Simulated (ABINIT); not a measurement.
HgSe: geometry relaxation (part 2 of 2)

HgSe (F-43m, 2 atoms in the cell); Kohn-Sham DFT of a periodic cell, LDA, HGH LDA semicore, no spin polarisation (ABINIT 10.8.3); cutoff 625.86 eV, 6×6×6 k-mesh, fermi-dirac of 0.05 eV. The structure derives from an entry of the Crystallography Open Database.

Geometry of the input (Å; fractional positions):
```
0.0000  3.0390  3.0390
3.0390  0.0000  3.0390
3.0390  3.0390  0.0000
Hg 0.0000  0.0000  0.0000
Se 0.7500  0.7500  0.7500
```

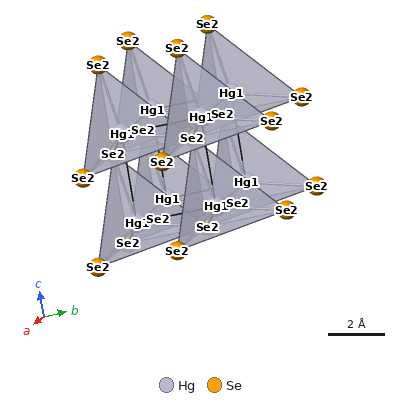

*The geometry at step 2 of the log (polyhedral view of the cell of the calculation, seen slightly off an axis; polyhedra are completed across the faces of the cell; atoms are numbered from 1 in the order of the input).*

## What the program printed, continued
```
 Cartesian coordinates (xcart) [bohr]
  0.00000000000000E+00  0.00000000000000E+00  0.00000000000000E+00
  8.61237061083480E+00  8.61237061083481E+00  8.61237061083480E+00
 Reduced coordinates (xred)
  0.00000000000000E+00  0.00000000000000E+00  0.00000000000000E+00
  7.50000000000000E-01  7.50000000000000E-01  7.50000000000000E-01
 Cartesian forces (fcart) [Ha/bohr]; max,rms= 0.00000E+00 0.00000E+00 (free atoms)
 -0.00000000000000E+00 -0.00000000000000E+00 -0.00000000000000E+00
 -0.00000000000000E+00 -0.00000000000000E+00 -0.00000000000000E+00
 Gradient of E wrt nuclear positions in reduced coordinates (gred)
  0.00000000000000E+00  0.00000000000000E+00  0.00000000000000E+00
  0.00000000000000E+00  0.00000000000000E+00  0.00000000000000E+00
 Scale of Primitive Cell (acell) [bohr]
  8.11982088135069E+00  8.11982088135069E+00  8.11982088135069E+00
 Real space primitive translations (rprimd) [bohr]
  0.00000000000000E+00  5.74158040722320E+00  5.74158040722320E+00
  5.74158040722320E+00  0.00000000000000E+00  5.74158040722320E+00
  5.74158040722320E+00  5.74158040722320E+00  0.00000000000000E+00
 Unitary Cell Volume (ucvol) [Bohr^3]=  3.78550957778398E+02
 Angles (23,13,12)= [degrees]
  6.00000000000000E+01  6.00000000000000E+01  6.00000000000000E+01
 Lengths [Bohr]
  8.11982088135069E+00  8.11982088135069E+00  8.11982088135069E+00
 Stress tensor in cartesian coordinates (strten) [Ha/bohr^3]
  6.28207707607537E-06  0.00000000000000E+00  0.00000000000000E+00
  0.00000000000000E+00  6.28207707607624E-06  0.00000000000000E+00
  0.00000000000000E+00  0.00000000000000E+00  6.28207707607624E-06
 Total energy (etotal) [Ha]= -5.06876851629578E+01

 Difference of energy with previous step (new-old):
           Absolute (Ha)=-1.76807E-06
           Relative     =-3.48816E-08

--- Iteration: ( 3/50) Internal Cycle: (1/1)
--------------------------------------------------------------------------------

---SELF-CONSISTENT-FIELD CONVERGENCE--------------------------------------------

--- !BeginCycle
iteration_state: {dtset: 1, itime: 3, icycle: 1, }
solver: {iscf: 7, nstep: 80, nline: 4, wfoptalg: 0, }
tolerances: {tolvrs: 1.00E-12, }
...

     iter   Etot(hartree)      deltaE(h)  residm     vres2
 ETOT  1  -50.687585641791    -5.069E+01 6.182E-08 7.559E-01
 ETOT  2  -50.687674244185    -8.860E-05 1.193E-08 6.919E-02
 ETOT  3  -50.687687577182    -1.333E-05 6.074E-07 1.080E-02
 ETOT  4  -50.687688701082    -1.124E-06 5.939E-08 8.206E-05
 ETOT  5  -50.687688706577    -5.495E-09 4.937E-09 9.845E-07
 ETOT  6  -50.687688706685    -1.079E-10 3.826E-10 7.884E-08
 ETOT  7  -50.687688706689    -4.100E-12 1.458E-10 5.390E-09
 ETOT  8  -50.687688706689    -7.816E-14 1.418E-11 8.449E-11
 ETOT  9  -50.687688706691    -1.108E-12 4.796E-12 2.634E-13

 At SCF step    9       vres2   =  2.63E-13 < tolvrs=  1.00E-12 =>converged.

 Cartesian components of stress tensor (hartree/bohr^3)
  sigma(1 1)= -7.73032378E-07  sigma(3 2)=  0.00000000E+00
  sigma(2 2)= -7.73032378E-07  sigma(3 1)=  0.00000000E+00
  sigma(3 3)= -7.73032378E-07  sigma(2 1)=  0.00000000E+00

--- !ResultsGS
iteration_state: {dtset: 1, itime: 3, icycle: 1, }
comment   : Summary of ground state results
lattice_vectors:
- [  0.0000000,   5.7350755,   5.7350755, ]
- [  5.7350755,   0.0000000,   5.7350755, ]
- [  5.7350755,   5.7350755,   0.0000000, ]
lattice_lengths: [   8.11062,    8.11062,    8.11062, ]
lattice_angles: [ 60.000,  60.000,  60.000, ] # degrees, (23, 13, 12)
lattice_volume:   3.7726578E+02
convergence: {deltae: -1.108E-12, res2:  2.634E-13, residm:  4.796E-12, diffor: null, }
etotal    :  -5.06876887E+01
entropy   :   0.00000000E+00
fermie    :   1.27711684E-01
cartesian_stress_tensor: # hartree/bohr^3
- [ -7.73032378E-07,   0.00000000E+00,   0.00000000E+00, ]
- [  0.00000000E+00,  -7.73032378E-07,   0.00000000E+00, ]
- [  0.00000000E+00,   0.00000000E+00,  -7.73032378E-07, ]
pressure_GPa:   2.2743E-02
xred      :
- [  0.0000E+00,   0.0000E+00,   0.0000E+00, Hg]
- [  7.5000E-01,   7.5000E-01,   7.5000E-01, Se]
cartesian_forces: # hartree/bohr
- [ -0.00000000E+00,  -0.00000000E+00,  -0.00000000E+00, ]
- [ -0.00000000E+00,  -0.00000000E+00,  -0.00000000E+00, ]
force_length_stats: {min:   0.00000000E+00, max:   0.00000000E+00, mean:   0.00000000E+00, }
...

 Integrated electronic density in atomic spheres:
 ------------------------------------------------
 Atom  Sphere_radius  Integrated_density
    1        2.00000          8.59290656
    2        2.00000          3.25486633

---OUTPUT-----------------------------------------------------------------------

 Cartesian coordinates (xcart) [bohr]
  0.00000000000000E+00  0.00000000000000E+00  0.00000000000000E+00
  8.60261328456985E+00  8.60261328456985E+00  8.60261328456985E+00
 Reduced coordinates (xred)
  0.00000000000000E+00  0.00000000000000E+00  0.00000000000000E+00
  7.50000000000000E-01  7.50000000000000E-01  7.50000000000000E-01
 Cartesian forces (fcart) [Ha/bohr]; max,rms= 0.00000E+00 0.00000E+00 (free atoms)
 -0.00000000000000E+00 -0.00000000000000E+00 -0.00000000000000E+00
 -0.00000000000000E+00 -0.00000000000000E+00 -0.00000000000000E+00
 Gradient of E wrt nuclear positions in reduced coordinates (gred)
  0.00000000000000E+00  0.00000000000000E+00  0.00000000000000E+00
  0.00000000000000E+00  0.00000000000000E+00  0.00000000000000E+00
 Scale of Primitive Cell (acell) [bohr]
  8.11062158592643E+00  8.11062158592643E+00  8.11062158592643E+00
 Real space primitive translations (rprimd) [bohr]
  0.00000000000000E+00  5.73507552304657E+00  5.73507552304657E+00
  5.73507552304657E+00  0.00000000000000E+00  5.73507552304657E+00
  5.73507552304657E+00  5.73507552304657E+00  0.00000000000000E+00
 Unitary Cell Volume (ucvol) [Bohr^3]=  3.77265784766232E+02
 Angles (23,13,12)= [degrees]
  6.00000000000000E+01  6.00000000000000E+01  6.00000000000000E+01
 Lengths [Bohr]
  8.11062158592642E+00  8.11062158592642E+00  8.11062158592643E+00
 Stress tensor in cartesian coordinates (strten) [Ha/bohr^3]
 -7.73032377631745E-07  0.00000000000000E+00  0.00000000000000E+00
  0.00000000000000E+00 -7.73032377632613E-07  0.00000000000000E+00
  0.00000000000000E+00  0.00000000000000E+00 -7.73032377632613E-07
 Total energy (etotal) [Ha]= -5.06876887066905E+01

 Difference of energy with previous step (new-old):
           Absolute (Ha)=-3.54373E-06
           Relative     =-6.99131E-08

--- Iteration: ( 4/50) Internal Cycle: (1/1)
--------------------------------------------------------------------------------

---SELF-CONSISTENT-FIELD CONVERGENCE--------------------------------------------

--- !BeginCycle
iteration_state: {dtset: 1, itime: 4, icycle: 1, }
solver: {iscf: 7, nstep: 80, nline: 4, wfoptalg: 0, }
tolerances: {tolvrs: 1.00E-12, }
...

     iter   Etot(hartree)      deltaE(h)  residm     vres2
 ETOT  1  -50.687687521161    -5.069E+01 2.593E-10 9.082E-03
 ETOT  2  -50.687688588241    -1.067E-06 1.424E-10 8.362E-04
 ETOT  3  -50.687688750200    -1.620E-07 7.318E-09 1.286E-04
 ETOT  4  -50.687688763558    -1.336E-08 7.061E-10 9.922E-07
 ETOT  5  -50.687688763622    -6.416E-11 5.840E-11 1.039E-08
 ETOT  6  -50.687688763623    -1.165E-12 4.279E-12 9.226E-10
 ETOT  7  -50.687688763622     1.044E-12 1.667E-12 6.461E-11
 ETOT  8  -50.687688763625    -2.437E-12 1.554E-13 1.037E-12
 ETOT  9  -50.687688763622     2.920E-12 5.267E-14 3.396E-15

 At SCF step    9       vres2   =  3.40E-15 < tolvrs=  1.00E-12 =>converged.

 Cartesian components of stress tensor (hartree/bohr^3)
  sigma(1 1)= -3.30401592E-08  sigma(3 2)=  0.00000000E+00
  sigma(2 2)= -3.30401592E-08  sigma(3 1)=  0.00000000E+00
  sigma(3 3)= -3.30401592E-08  sigma(2 1)=  0.00000000E+00

--- !ResultsGS
iteration_state: {dtset: 1, itime: 4, icycle: 1, }
comment   : Summary of ground state results
lattice_vectors:
- [  0.0000000,   5.7357861,   5.7357861, ]
- [  5.7357861,   0.0000000,   5.7357861, ]
- [  5.7357861,   5.7357861,   0.0000000, ]
lattice_lengths: [   8.11163,    8.11163,    8.11163, ]
lattice_angles: [ 60.000,  60.000,  60.000, ] # degrees, (23, 13, 12)
lattice_volume:   3.7740603E+02
convergence: {deltae:  2.920E-12, res2:  3.396E-15, residm:  5.267E-14, diffor: null, }
etotal    :  -5.06876888E+01
entropy   :   0.00000000E+00
fermie    :   1.27551651E-01
cartesian_stress_tensor: # hartree/bohr^3
- [ -3.30401592E-08,   0.00000000E+00,   0.00000000E+00, ]
- [  0.00000000E+00,  -3.30401592E-08,   0.00000000E+00, ]
- [  0.00000000E+00,   0.00000000E+00,  -3.30401592E-08, ]
pressure_GPa:   9.7208E-04
xred      :
- [  0.0000E+00,   0.0000E+00,   0.0000E+00, Hg]
- [  7.5000E-01,   7.5000E-01,   7.5000E-01, Se]
cartesian_forces: # hartree/bohr
- [ -0.00000000E+00,  -0.00000000E+00,  -0.00000000E+00, ]
- [ -0.00000000E+00,  -0.00000000E+00,  -0.00000000E+00, ]
force_length_stats: {min:   0.00000000E+00, max:   0.00000000E+00, mean:   0.00000000E+00, }
...

 Integrated electronic density in atomic spheres:
 ------------------------------------------------
 Atom  Sphere_radius  Integrated_density
    1        2.00000          8.59387359
    2        2.00000          3.25552830

---OUTPUT-----------------------------------------------------------------------

 Cartesian coordinates (xcart) [bohr]
  0.00000000000000E+00  0.00000000000000E+00  0.00000000000000E+00
  8.60367916725945E+00  8.60367916725945E+00  8.60367916725945E+00
 Reduced coordinates (xred)
  0.00000000000000E+00  0.00000000000000E+00  0.00000000000000E+00
  7.50000000000000E-01  7.50000000000000E-01  7.50000000000000E-01
 Cartesian forces (fcart) [Ha/bohr]; max,rms= 0.00000E+00 0.00000E+00 (free atoms)
 -0.00000000000000E+00 -0.00000000000000E+00 -0.00000000000000E+00
 -0.00000000000000E+00 -0.00000000000000E+00 -0.00000000000000E+00
 Gradient of E wrt nuclear positions in reduced coordinates (gred)
  0.00000000000000E+00  0.00000000000000E+00  0.00000000000000E+00
  0.00000000000000E+00  0.00000000000000E+00  0.00000000000000E+00
 Scale of Primitive Cell (acell) [bohr]
  8.11162650976344E+00  8.11162650976344E+00  8.11162650976344E+00
 Real space primitive translations (rprimd) [bohr]
  0.00000000000000E+00  5.73578611150630E+00  5.73578611150630E+00
  5.73578611150630E+00  0.00000000000000E+00  5.73578611150630E+00
  5.73578611150630E+00  5.73578611150630E+00  0.00000000000000E+00
 Unitary Cell Volume (ucvol) [Bohr^3]=  3.77406034321267E+02
 Angles (23,13,12)= [degrees]
  6.00000000000000E+01  6.00000000000000E+01  6.00000000000000E+01
 Lengths [Bohr]
  8.11162650976344E+00  8.11162650976344E+00  8.11162650976344E+00
 Stress tensor in cartesian coordinates (strten) [Ha/bohr^3]
 -3.30401591936563E-08  0.00000000000000E+00  0.00000000000000E+00
  0.00000000000000E+00 -3.30401591953911E-08  0.00000000000000E+00
  0.00000000000000E+00  0.00000000000000E+00 -3.30401591953911E-08
 Total energy (etotal) [Ha]= -5.06876887636220E+01

 Difference of energy with previous step (new-old):
           Absolute (Ha)=-5.69314E-08
           Relative     =-1.12318E-09

 At Broyd/MD step   4, gradients are converged :
  max grad (force/stress) = 3.3040E-06 < tolmxf= 2.0000E-05 ha/bohr (free atoms)

================================================================================

 ----iterations are completed or convergence reached----

 Mean square residual over all n,k,spin=   27.053E-17; max=  52.667E-15
 reduced coordinates (array xred) for    2 atoms
       0.000000000000      0.000000000000      0.000000000000
       0.750000000000      0.750000000000      0.750000000000
 rms dE/dt=  0.0000E+00; max dE/dt=  0.0000E+00; dE/dt below (all hartree)
    1       0.000000000000      0.000000000000      0.000000000000
    2       0.000000000000      0.000000000000      0.000000000000

 cartesian coordinates (angstrom) at end:
    1      0.00000000000000     0.00000000000000     0.00000000000000
    2      4.55287094214588     4.55287094214588     4.55287094214588

 cartesian forces (hartree/bohr) at end:
    1     -0.00000000000000    -0.00000000000000    -0.00000000000000
    2     -0.00000000000000    -0.00000000000000    -0.00000000000000
 frms,max,avg= 0.0000000E+00 0.0000000E+00   0.000E+00  0.000E+00  0.000E+00 h/b

 cartesian forces (eV/Angstrom) at end:
    1     -0.00000000000000    -0.00000000000000    -0.00000000000000
    2     -0.00000000000000    -0.00000000000000    -0.00000000000000
 frms,max,avg= 0.0000000E+00 0.0000000E+00   0.000E+00  0.000E+00  0.000E+00 e/A
 length scales=  8.111626509763  8.111626509763  8.111626509763 bohr
              =  4.292487889411  4.292487889411  4.292487889411 angstroms
 Fermi (or HOMO) energy (hartree) =   0.12755   Average Vxc (hartree)=  -0.33986
 Eigenvalues (hartree) for nkpt=  16  k points:
 kpt#   1, nband= 13, wtk=  0.00463, kpt=  0.0000  0.0000  0.0000 (reduced coord)
  -0.37354   -0.14036   -0.14036   -0.14036   -0.11232   -0.11232    0.08314    0.12619
   0.12619    0.12619    0.32187    0.32187    0.32187
      occupation numbers for kpt#   1
   2.00000    2.00000    2.00000    2.00000    2.00000    2.00000    2.00000    1.35333
   1.35333    1.35333    0.00000    0.00000    0.00000
 prteigrs : prtvol=0 or 1, do not print more k-points.

--- !EnergyTerms
iteration_state     : {dtset: 1, itime: 4, icycle: 1, }
comment             : Components of total free energy in Hartree
kinetic             :  3.10669126250849E+01
hartree             :  1.23092641967668E+01
xc                  : -7.92486919107716E+00
Ewald energy        : -4.10037061501176E+01
psp_core            :  1.93295949440131E+00
local_psp           : -3.96396633996026E+01
non_local_psp       : -7.42855044030196E+00
internal            : -5.06876528648463E+01
'-kT*entropy'       : -3.58987756343681E-05
total_energy        : -5.06876887636220E+01
total_energy_eV     : -1.37928227686299E+03
band_energy         : -1.75430516866657E+00
...

 Cartesian components of stress tensor (hartree/bohr^3)
  sigma(1 1)= -3.30401592E-08  sigma(3 2)=  0.00000000E+00
  sigma(2 2)= -3.30401592E-08  sigma(3 1)=  0.00000000E+00
  sigma(3 3)= -3.30401592E-08  sigma(2 1)=  0.00000000E+00

-Cartesian components of stress tensor (GPa)         [Pressure=  9.7208E-04 GPa]
- sigma(1 1)= -9.72075044E-04  sigma(3 2)=  0.00000000E+00
- sigma(2 2)= -9.72075044E-04  sigma(3 1)=  0.00000000E+00
- sigma(3 3)= -9.72075044E-04  sigma(2 1)=  0.00000000E+00

== END DATASET(S) ==============================================================
================================================================================

 -outvars: echo values of variables after computation  --------
            acell      8.1116265098E+00  8.1116265098E+00  8.1116265098E+00 Bohr
           etotal     -5.0687688764E+01
            fcart     -0.0000000000E+00 -0.0000000000E+00 -0.0000000000E+00
                      -0.0000000000E+00 -0.0000000000E+00 -0.0000000000E+00
            rprim      0.0000000000E+00  7.0710678119E-01  7.0710678119E-01
                       7.0710678119E-01  0.0000000000E+00  7.0710678119E-01
                       7.0710678119E-01  7.0710678119E-01  0.0000000000E+00
           strten     -3.3040159194E-08 -3.3040159195E-08 -3.3040159195E-08
                       0.0000000000E+00  0.0000000000E+00  0.0000000000E+00
           xangst      0.0000000000E+00  0.0000000000E+00  0.0000000000E+00
                       4.5528709421E+00  4.5528709421E+00  4.5528709421E+00
             xred      0.0000000000E+00  0.0000000000E+00  0.0000000000E+00
                       7.5000000000E-01  7.5000000000E-01  7.5000000000E-01
 Calculation completed.
```

## Trajectory as extended XYZ (Å, eV, eV/Å), 4 frames, from step=0 to step=3
```
2
Lattice="0.0000 3.0390 3.0390 3.0390 0.0000 3.0390 3.0390 3.0390 0.0000" Properties=species:S:1:pos:R:3:forces:R:3 step=0 energy=-1379.28213
Hg    0.0000    0.0000    0.0000    0.0000   0.0000   0.0000
Se    4.5585    4.5585    4.5585    0.0000   0.0000   0.0000
2
Lattice="0.0000 3.0383 3.0383 3.0383 0.0000 3.0383 3.0383 3.0383 0.0000" Properties=species:S:1:pos:R:3:forces:R:3 step=1 energy=-1379.28218
Hg    0.0000    0.0000    0.0000    0.0000   0.0000   0.0000
Se    4.5575    4.5575    4.5575    0.0000   0.0000   0.0000
2
Lattice="0.0000 3.0349 3.0349 3.0349 0.0000 3.0349 3.0349 3.0349 0.0000" Properties=species:S:1:pos:R:3:forces:R:3 step=2 energy=-1379.28228
Hg    0.0000    0.0000    0.0000    0.0000   0.0000   0.0000
Se    4.5523    4.5523    4.5523    0.0000   0.0000   0.0000
2
Lattice="0.0000 3.0352 3.0352 3.0352 0.0000 3.0352 3.0352 3.0352 0.0000" Properties=species:S:1:pos:R:3:forces:R:3 step=3 energy=-1379.28228
Hg    0.0000    0.0000    0.0000    0.0000   0.0000   0.0000
Se    4.5529    4.5529    4.5529    0.0000   0.0000   0.0000
```

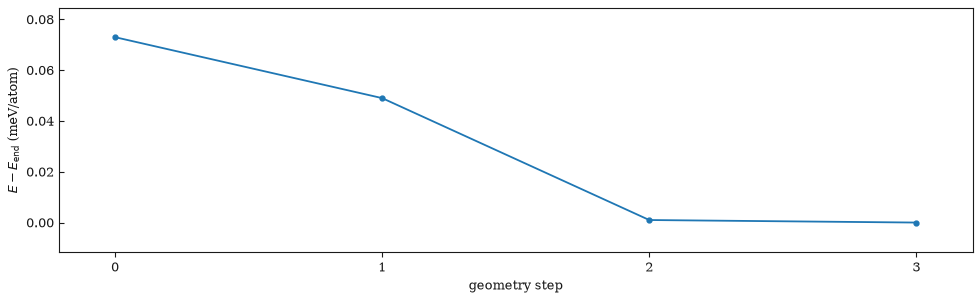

*Progress of the relaxation, step by step (steps are counted from 0).*

No atom moves by more than 0.005 Å relative to the cell. The volume changes by −0.4 %, with a = b = c 6.078 → 6.070 Å (−0.1 %). The space group stays F-43m (No. 216). The energy falls by 0.1 meV per atom in 3 geometry steps. All forces vanish by symmetry, so only the cell relaxes.

## Key numbers

| quantity | value |
| --- | --- |
| outcome | converged |
| space group (tolerance 0.01 Å) | F-43m (216) |
| electrons treated | 18 |
| free energy | −1379.2823 eV |
| Fermi energy | 3.471 eV |
| gap on the k-point mesh | none (metallic) |
| pressure | 0.00 GPa |
| final volume | 55.93 Å³ |
| largest force (length of the vector) at the end | under 0.001 eV/Å |
| final cell | a = 4.292 Å, b = 4.292 Å, c = 4.292 Å, α = 60.00°, β = 60.00°, γ = 60.00° |
| wall time | 51 s |
| peak memory | 0.08 GiB |

## Remarks

Spin–orbit coupling is left out, which matters for Hg.
